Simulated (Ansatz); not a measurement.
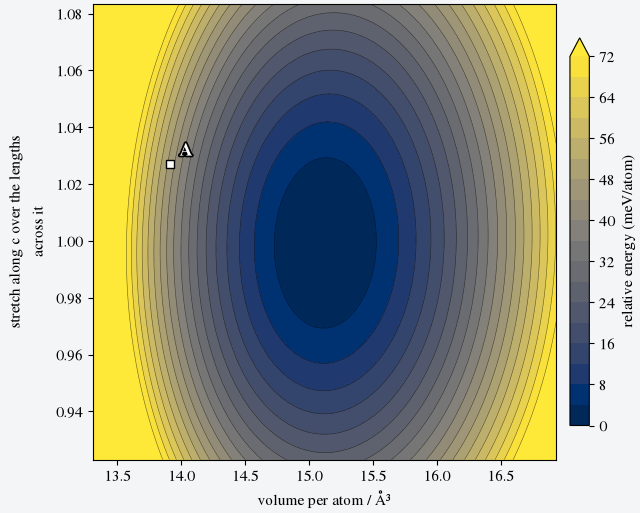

TiAl₂ (Cmmm, No. 65; 6 atoms in the cell). The energy is mapped over volume and the cell's shape. Coordinates scanned: (1) volume per atom; (2) stretch along c over the lengths across it, relative to the relaxed cell. Nothing is relaxed (fractional coordinates fixed). The scan uses a 7 × 7 grid. Points are written as (first, second). Energies are in meV/atom, from the lowest grid point. These are results of DFT LDA, scalar-relativistic, plane waves, PAW in Ansatz 0.2.0, not measurements. Settings: cutoff 520 eV, k-mesh 12×12×12, gaussian smearing 0.15 eV, no spin polarisation.

In the figure: filled contours, one colour for all values above the top of the scale, the point A. Between grid points the surface is interpolated.

Which way does the force act at A, and how strong is it?

A, at (13.91 Å³, 1.027), is not a stationary point. The computed force is 76 meV/atom for each Å³ towards larger values of volume per atom and 290 meV/atom for each unit towards smaller values of the second coordinate.

PAW datasets: the set soft_1.
